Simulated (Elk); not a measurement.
## Magnetic state of AlFe3C from several starts

A self-consistent run ends on one state, which hangs on the start. Several orders of AlFe3C are started in Elk and their energies compared.

Program: Elk 11.2.3 (patched build). Level of theory: LDA (Perdew-Wang); all-electron APW+lo, Dirac cores, scalar-relativistic bands. Results are calculated unless marked as measured.

## (1) The starting structure

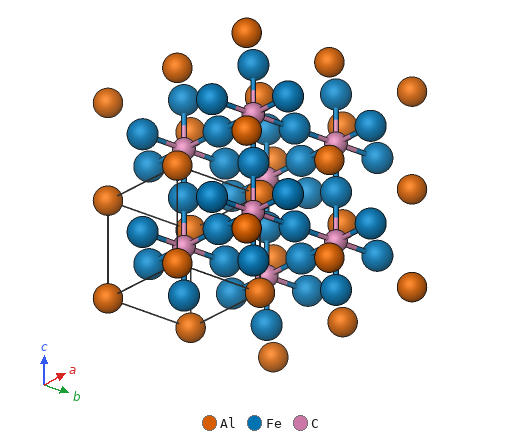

Start, viewed from a free direction; aluminium orange, iron blue, carbon pink. 2×2×2 cells are drawn. Some periodic images of atoms are drawn too.

The cell comes from a database of computed structures and need not be the stable phase.

## (2) Start 1: ferro +++

The parallel start comes first: it fits the smallest cell, keeps the most symmetry and shows whether parallel moments form.

Moments are seeded by fields in the spheres (the last three columns under atoms), set against the wanted direction and reduced each loop.

Input file elk.in:

```
tasks
  0
  33
  73

xctype
  3

rgkmax
  7.0

nempty
  14

swidth
  0.005

reducebf
  0.5

epsengy
  1e-05

maxscl
  100

lmaxi
  3

spinpol
  .true.

sppath
  './'

avec
  7.16163750426 0.00000000000 0.00000000000
  0.00000000000 7.16163750426 0.00000000000
  0.00000000000 0.00000000000 7.16163750426

atoms
  3
  'Al.in'
  1
  0.0000000000 0.0000000000 0.0000000000   0.000000 0.000000 0.000000
  'Fe.in'
  3
  0.0000000000 0.5000000000 0.5000000000   0.000000 0.000000 -0.140000
  0.5000000000 0.5000000000 0.0000000000   0.000000 0.000000 -0.140000
  0.5000000000 0.0000000000 0.5000000000   0.000000 0.000000 -0.140000
  'C.in'
  1
  0.5000000000 0.5000000000 0.5000000000   0.000000 0.000000 0.000000

ngridk
  6 6 6

plot3d
  0 0 0
  1 0 0
  0 1 0
  0 0 1
  19 19 19
```

Started as:

```sh
> OMP_NUM_THREADS=2 elk
```

Numbers of over 12 decimals in the logs are rounded to 6 here.

Log:

```text
Warning(linengy): could not find 1 linearisation energies in s.c. loop 1
Warning(linengy): could not find 1 linearisation energies in s.c. loop 2
Warning(linengy): could not find 1 linearisation energies in s.c. loop 3
Warning(linengy): could not find 1 linearisation energies in s.c. loop 4
Warning(linengy): could not find 1 linearisation energies in s.c. loop 5
Warning(linengy): could not find 1 linearisation energies in s.c. loop 6
Warning(linengy): could not find 1 linearisation energies in s.c. loop 7
Warning(linengy): could not find 1 linearisation energies in s.c. loop 8
Warning(linengy): could not find 1 linearisation energies in s.c. loop 9
Warning(linengy): could not find 1 linearisation energies in s.c. loop 10
Warning(linengy): could not find 1 linearisation energies in s.c. loop 11
Warning(linengy): could not find 1 linearisation energies in s.c. loop 12
Warning(linengy): could not find 1 linearisation energies in s.c. loop 13
Warning(linengy): could not find 1 linearisation energies in s.c. loop 14
Warning(linengy): could not find 1 linearisation energies in s.c. loop 15
Warning(linengy): could not find 1 linearisation energies in s.c. loop 16
Warning(linengy): could not find 1 linearisation energies in s.c. loop 17
Warning(linengy): could not find 1 linearisation energies in s.c. loop 18
Warning(linengy): could not find 1 linearisation energies in s.c. loop 19
Warning(linengy): could not find 1 linearisation energies in s.c. loop 20
Warning(linengy): could not find 1 linearisation energies in s.c. loop 21
Warning(linengy): could not find 1 linearisation energies in s.c. loop 22
Warning(linengy): could not find 1 linearisation energies in s.c. loop 23
Warning(gndstate): core states of species 1 leak from the muffin-tin :   0.4949487814E-03

--- INFO.OUT ---
┌─────────────────────────┐
│ Elk code version 11.2.3 │
└─────────────────────────┘

All units are atomic (Hartree, Bohr, etc.)

┌─────────────────────────────────────────────────┐
│ Ground-state run starting from atomic densities │
└─────────────────────────────────────────────────┘

Lattice vectors :
   7.161637504       0.000000000       0.000000000
   0.000000000       7.161637504       0.000000000
   0.000000000       0.000000000       7.161637504

Reciprocal lattice vectors :
  0.8773391984       0.000000000       0.000000000
   0.000000000      0.8773391984       0.000000000
   0.000000000       0.000000000      0.8773391984

Unit cell volume      :    367.3135965
Brillouin zone volume :   0.6753090977

Muffin-tin inner radius fraction :   0.1000000000E-01

Nuclei treated as point charges

Species : 1 (Al)
 parameters loaded from : Al.in
 name : aluminium
 nuclear charge    :   -13.00000000
 electronic charge :    13.00000000
 atomic mass :    49184.33496
 muffin-tin radius :    2.200000000
 number of radial points in muffin-tin :    397
 inner part over the whole radius :   0.9634586160E-02
 number on inner part of muffin-tin    :    276
 approximate nuclear radius :   0.5839653600E-04
 number of mesh points to nuclear radius :    122
 atomic positions (lattice), magnetic fields (Cartesian) :
  1 :   0.00000000  0.00000000  0.00000000    0.00000000  0.00000000  0.00000000

Species : 2 (Fe)
 parameters loaded from : Fe.in
 name : iron
 nuclear charge    :   -26.00000000
 electronic charge :    26.00000000
 atomic mass :    101799.2075
 muffin-tin radius :    2.017610716
 number of radial points in muffin-tin :    497
 inner part over the whole radius :   0.9941143945E-02
 number on inner part of muffin-tin    :    349
 approximate nuclear radius :   0.7160107270E-04
 number of mesh points to nuclear radius :    168
 atomic positions (lattice), magnetic fields (Cartesian) :
  1 :   0.00000000  0.50000000  0.50000000    0.00000000  0.00000000 -0.14000000
  2 :   0.50000000  0.50000000  0.00000000    0.00000000  0.00000000 -0.14000000
  3 :   0.50000000  0.00000000  0.50000000    0.00000000  0.00000000 -0.14000000

Species : 3 (C)
 parameters loaded from : C.in
 name : carbon
 nuclear charge    :   -6.000000000
 electronic charge :    6.000000000
 atomic mass :    21894.16674
 muffin-tin radius :    1.513208037
 number of radial points in muffin-tin :    297
 inner part over the whole radius :   0.9734838905E-02
 number on inner part of muffin-tin    :    202
 approximate nuclear radius :   0.4747601631E-04
 number of mesh points to nuclear radius :     84
 atomic positions (lattice), magnetic fields (Cartesian) :
  1 :   0.50000000  0.50000000  0.50000000    0.00000000  0.00000000  0.00000000

Total number of atoms per unit cell :    5
Total muffin-tin volume :    162.3262022
 ratio of muffin-tin to unit cell volume :   0.4419281064

Spin treatment :
 spin-polarised
 global magnetic field (Cartesian) :    0.000000000       0.000000000       0.000000000
 collinear magnetisation in z-direction

Number of Bravais lattice symmetries :   48
Number of crystal symmetries         :   48
Crystal has inversion symmetry
Real symmetric eigensolver will be used

k-point grid :      6     6     6
k-point offset :    0.000000000       0.000000000       0.000000000
k-point set is reduced with full crystal symmetry group
Total number of k-points :       20

Muffin-tin radius times maximum |G+k| :    7.000000000
 using average radius
Maximum |G+k| for APW functions       :    3.583847634
Maximum (1/2)|G+k|²                   :    6.421981930
Maximum |G| for potential and density :    12.00000000
Constant for pseudocharge density :    7
 order of it for each species :   14  14  14
 order of it for pair densities of each species (exact exchange by exxq0 0: 14) :   12  10   4
Radial integration step length :    1

G-vector grid sizes :     28    28    28
Number of G-vectors :    10827

Maximum angular momentum used for
 APW functions            :    8
 outer part of muffin-tin :    6
 inner part of muffin-tin :    3

Total nuclear charge    :   -97.00000000
Total core charge       :    36.00000000
Total valence charge    :    61.00000000
Total excess charge     :    0.000000000
Total electronic charge :    97.00000000

Effective Wigner radius, rₛ :   0.9669237336

Number of empty states         :     70
Total number of valence states :    202
Total number of core states    :     36

Third-order local-orbitals added for an l without core states : T
Total number of local-orbitals :     87

Exchange-correlation functional :      3     0     0
 Perdew-Wang/Ceperley-Alder, Phys. Rev. B 45, 13244 (1992)
 gradient requirement :    0
 local density approximation (LDA)

Smearing type :    3
 Fermi-Dirac
Smearing width :   0.5000000000E-02
Effective electronic temperature (K) :    1578.875124

Mixing type :    3
[...]
atom 2                    :    2.149244641
   atom 3                    :    2.149244641
  species : 3 (C)
   atom 1                    :  -0.2743077127E-01
 total in muffin-tins        :    6.325490921
 total moment                :    6.267354145

┌─────────────────┐
│ Loop number : 2 │
└─────────────────┘

Energies :
 Fermi                       :     0.267689
 sum of occupied eigenvalues :     -2355.4535997085
 electron kinetic            :      4136.0373938424
 core electron kinetic       :      3649.0676206518
 Coulomb                     :     -8044.8389351743
 Coulomb potential           :     -6244.9622674807
 nuclear-nuclear             :     -704.77184764836
 electron-nuclear            :     -8457.4363335750
 Hartree                     :      1117.3692460491
 Madelung                    :     -4922.3578014339
 xc potential                :     -246.19809034570
 xc effective B-field        :    -0.276531
 external B-field            :      0.000000
 exchange                    :     -175.74309369403
 correlation                 :     -8.071677
 electron entropic           :    -0.92203704415641E-02
 total energy                :     -4092.6255327627
 (external B-field energy excluded from total)

Density of states at Fermi energy :    112.2131185
 (states/Hartree/unit cell)

Estimated indirect band gap :   0.2078840027E-02
 from k-point 3 to k-point 14
Estimated direct band gap   :   0.5057642763E-02
 at k-point 14

Charges :
 core                        :    36.00000000
 valence                     :    61.00000000
 interstitial                :    8.241880762
 muffin-tins (core leakage)
  species : 1 (Al)
   atom 1                    :    11.01037172     (  0.5353829083E-03)
  species : 2 (Fe)
   atom 1                    :    24.15538436     ( -0.3455778911E-05)
   atom 2                    :    24.15538436     ( -0.3455778911E-05)
   atom 3                    :    24.15538436     ( -0.3455778911E-05)
  species : 3 (C)
   atom 1                    :    5.281594434     (  0.4493110070E-04)
 total in muffin-tins        :    88.75811924
 total calculated charge     :    96.99923302
 total charge                :    97.00000000
 error                       :   0.7669808540E-03

Moments :
 interstitial                :  -0.6008440959E-01
 muffin-tins
  species : 1 (Al)
   atom 1                    :  -0.9494785949E-01
  species : 2 (Fe)
   atom 1                    :    2.141614037
   atom 2                    :    2.141614037
   atom 3                    :    2.141614037
  species : 3 (C)
   atom 1                    :  -0.2964809106E-01
 total in muffin-tins        :    6.300246160
 total moment                :    6.240161750

RMS change in Kohn-Sham potential (target) :   0.4518624391     (  0.1000000000E-05)
Absolute change in total energy (target)   :   0.2985623045     (  0.1000000000E-04)

[... loops 3 to 21 left out ...]

┌──────────────────┐
│ Loop number : 22 │
└──────────────────┘

Energies :
 Fermi                       :     0.348077
 sum of occupied eigenvalues :     -2348.5394508052
 electron kinetic            :      4140.7449031835
 core electron kinetic       :      3649.9391583342
 Coulomb                     :     -8048.4369186099
 Coulomb potential           :     -6246.0825360880
 nuclear-nuclear             :     -704.77184764836
 electron-nuclear            :     -8463.5074672203
 Hartree                     :      1119.8423962588
 Madelung                    :     -4925.3956505659
 xc potential                :     -243.16256440764
 xc effective B-field        :    -0.39251668228590E-01
 external B-field            :      0.000000
 exchange                    :     -175.71383612733
 correlation                 :     -8.088165
 electron entropic           :    -0.12598921016442E-01
 total energy                :     -4091.5066157713
 (external B-field energy excluded from total)

Density of states at Fermi energy :    157.3957564
 (states/Hartree/unit cell)

Estimated indirect band gap :   0.1060780076E-03
 from k-point 13 to k-point 5
Estimated direct band gap   :   0.1646691134E-02
 at k-point 5

Charges :
 core                        :    36.00000000
 valence                     :    61.00000000
 interstitial                :    8.427662697
 muffin-tins (core leakage)
  species : 1 (Al)
   atom 1                    :    11.22807104     (  0.4949487017E-03)
  species : 2 (Fe)
   atom 1                    :    24.26703056     ( -0.3455782842E-05)
   atom 2                    :    24.26703056     ( -0.3455782842E-05)
   atom 3                    :    24.26703056     ( -0.3455782842E-05)
  species : 3 (C)
   atom 1                    :    4.543174587     (  0.4478901073E-04)
 total in muffin-tins        :    88.57233730
 total calculated charge     :    96.99931254
 total charge                :    97.00000000
 error                       :   0.6874572795E-03

Moments :
 interstitial                :  -0.1873077089E-01
 muffin-tins
  species : 1 (Al)
   atom 1                    :  -0.4476035064E-01
  species : 2 (Fe)
   atom 1                    :   0.7861916661
   atom 2                    :   0.7861916661
   atom 3                    :   0.7861916661
  species : 3 (C)
   atom 1                    :  -0.5805427131E-01
 total in muffin-tins        :    2.255760376
 total moment                :    2.237029605

RMS change in Kohn-Sham potential (target) :   0.1277736211E-06 (  0.1000000000E-05)
Absolute change in total energy (target)   :   0.2682224022E-05 (  0.1000000000E-04)

Convergence targets achieved

┌──────────────────┐
│ Loop number : 23 │
└──────────────────┘

Energies :
 Fermi                       :     0.348078
 sum of occupied eigenvalues :     -2348.5394365969
 electron kinetic            :      4140.7449160084
 core electron kinetic       :      3649.9391635117
 Coulomb                     :     -8048.4369211172
 Coulomb potential           :     -6246.0825275794
 nuclear-nuclear             :     -704.77184764836
 electron-nuclear            :     -8463.5074806349
 Hartree                     :      1119.8424071660
 Madelung                    :     -4925.3956573275
 xc potential                :     -243.16256773801
 xc effective B-field        :    -0.39256249788288E-01
 external B-field            :      0.000000
 exchange                    :     -175.71383926748
 correlation                 :     -8.088165
 electron entropic           :    -0.12598739366210E-01
 total energy                :     -4091.5066080661
 (external B-field energy excluded from total)

Density of states at Fermi energy :    157.3930291
 (states/Hartree/unit cell)

Estimated indirect band gap :   0.1041508130E-03
 from k-point 13 to k-point 5
Estimated direct band gap   :   0.1644925417E-02
 at k-point 5

Charges :
 core                        :    36.00000000
 valence                     :    61.00000000
 interstitial                :    8.427662252
 muffin-tins (core leakage)
  species : 1 (Al)
   atom 1                    :    11.22807146     (  0.4949487814E-03)
  species : 2 (Fe)
   atom 1                    :    24.26703053     ( -0.3455782101E-05)
   atom 2                    :    24.26703053     ( -0.3455782101E-05)
   atom 3                    :    24.26703053     ( -0.3455782101E-05)
  species : 3 (C)
   atom 1                    :    4.543174692     (  0.4478901404E-04)
 total in muffin-tins        :    88.57233775
 total calculated charge     :    96.99931254
 total charge                :    97.00000000
 error                       :   0.6874565513E-03

Moments :
 interstitial                :  -0.1873558172E-01
 muffin-tins
  species : 1 (Al)
   atom 1                    :  -0.4476367504E-01
  species : 2 (Fe)
   atom 1                    :   0.7862386762
   atom 2                    :   0.7862386762
   atom 3                    :   0.7862386762
  species : 3 (C)
   atom 1                    :  -0.5805875767E-01
 total in muffin-tins        :    2.255893596
 total moment                :    2.237158014

┌──────────────────────────────┐
│ Self-consistent loop stopped │
└──────────────────────────────┘

Warning : core states of species 1 leak from the muffin-tin :   0.4949487814E-03

Wrote STATE.OUT
```

It took 3.1 min on 2 threads of Arm Neoverse V1, shared host; peak memory 0.17 GiB.

Spin moment in the muffin-tin sphere by atom:

```csv
atom,spin moment in the muffin-tin sphere (μB)
Al1,-0.045
Fe2,0.786
Fe3,0.786
Fe4,0.786
C5,-0.058
```

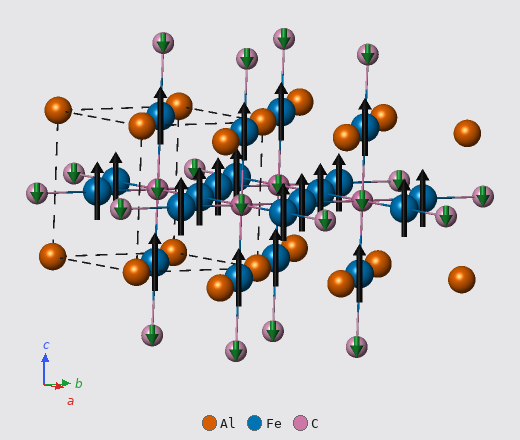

Spin moment in the muffin-tin sphere as arrows, the longest 0.786 μB. Up and down stand for the sign. Arrows give size and sign along the axis of quantisation, drawn up and down the page. Each arrow also spans its atom, so small moments look longer than they are. The two directions have two colours. 2×2×1 cells are drawn. Some periodic images of atoms are drawn too.

Numbers from this step:

```
density of states at the Fermi level : 5.784 states/eV/cell
moment between the spheres           : -0.01874 μB
magnetization                        : 2.237 μB
final state                          : ferromagnetic
```

After 23 cycles the largest moment stands at 0.786 μB.

(Continued in part 2 of 3.)

[Logs and program files are shortened in this print: banners, set-up blocks, solver, clock and traceback lines can be left out without a mark of their own.]

[Logs are printed without paths, hosts, clocks, repeated set-up lines and the standing remarks that a program may print on its own settings, such as how far it seeks lower states.]

[Hosts, paths, dates, database ids (printed as entryN), source tags and the programs' standing remarks are cut or masked in the printed files.]

[Where a cell is said to come from a database of computed structures, the database is the Materials Project.]
